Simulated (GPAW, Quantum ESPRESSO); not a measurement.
The Mg K edge of atom 1 in MgO (Periclase, Fm-3m), with 6 O at 2.11 Å (octahedral, site symmetry m-3m), was computed in 2 ways: full core hole (charged cell) and no core hole. Program and functional: Quantum ESPRESSO XSpectra, PBE, Lorentzian half width 0.3 eV up to 4 eV, rising linearly to 2.5 eV at 25 eV; cells of 2 and 16 atoms (the run without a hole in the smaller).

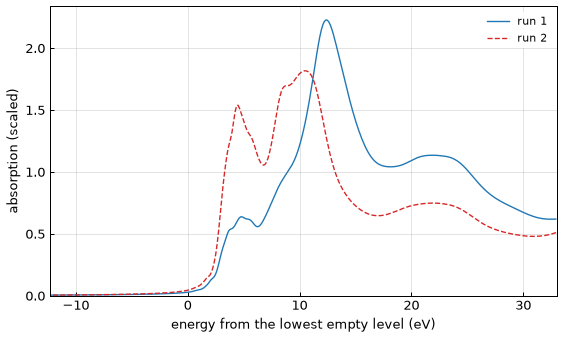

Each run is counted from its own lowest empty level or Fermi level and scaled to a mean of 1 over its first 20 eV. (XSpectra's own axis starts at xe0, in the gap; it has been shifted.)

The database entry behind the starting cell differs from later determinations by our own check (about 0.1 % long), so it need not match the best structure at ambient conditions.

Which run is which?

Run 1: no core hole (area from −2 to 6 eV 2.0, main maxima 4.7 eV (0.64), 12.4 eV (2.23) and 21.8 eV (1.14)). Run 2: full core hole (charged cell) (area from −2 to 6 eV 4.5, main maxima 4.5 eV (1.54), 10.5 eV (1.82) and 22.0 eV (0.75)). With each curve scaled to its own mean, the area from −2 to 6 eV with the hole is 4.5 against 2.0, and the centre of weight from −1 to 20 eV moves by -2.2 eV: the hole pulls the absorber's empty states down.

[Hosts, paths, dates, database ids (printed as entryN), source tags and the programs' standing remarks are cut or masked in the printed files.]

[Lists of maxima count a maximum above −3 eV only where it reaches 4 % of the highest in the window and stands out from its surroundings by 2 % of it (1.5 % where it reaches 55 %); shoulders and weaker maxima are passed over, and of the rest the first, up to two pre-edge ones and the few strongest are named.]
